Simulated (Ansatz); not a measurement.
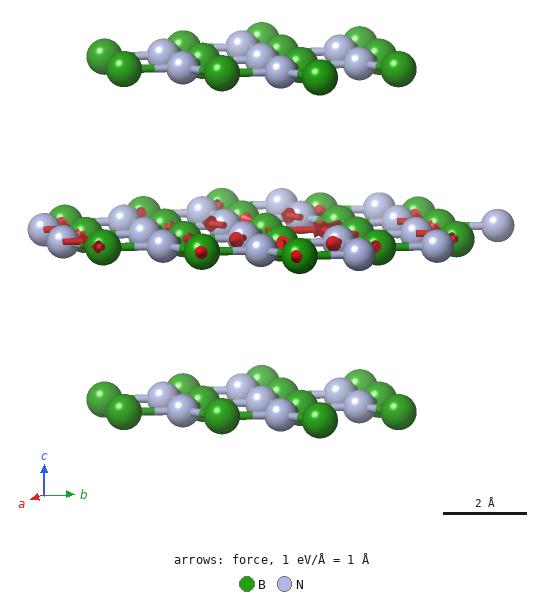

Starting geometry of a defect cell of composition B24N23 (cell charge −1) with the computed forces as red arrows. A ball-and-stick model of the atoms within 5.8 Å of the atom that moves most (axes of the cell of the calculation, reduced to other axes), seen slightly off an axis. Lengths and directions refer to the drawn axes.

Case: N vacancy (site f), charge -1, atoms relaxed at the host's cell.

Method: Ansatz, DFT PBE, scalar-relativistic, plane waves, PAW. Settings: plane-wave cutoff 420 eV; k-point mesh 2 × 2 × 2; occupations gaussian; smearing width 0.01 eV; no spin polarisation; atoms relaxed in a fixed cell; force threshold 0.025 eV/Å; at most 45 steps.

### What follows when this structure is relaxed?

It isn't relaxed: the largest force vector, on B atoms, is 1.54 eV/Å. The final displacements follow the starting forces only in part (cosine between the two patterns 0.73). The largest moves, 0.12 Å, are those of B atoms. Largest moves by element: B 0.12 Å, N 0.02 Å. The cell doesn't change. Near-neighbour distances that change, for instance: B–N 1.464 → 1.522 Å, B–N 1.469 → 1.484 Å, B–N 1.455 → 1.468 Å, B–N 1.445 → 1.436 Å. Bond angles that change, for instance: N–B–N 115.9° → 109.6°, B–N–B 122.5° → 125.5°, B–N–B 120.4° → 118.1°. The energy falls by 0.295 eV per cell of the calculation in 4 geometry steps. The largest force component goes from 1.5 to 0.0064 eV/Å.

Limits of the set-up: the periodic images lie only 8.4 Å apart, so the values are limited by the cell's size; the cell is charged, on a uniform background, and energies carry no finite-size correction.
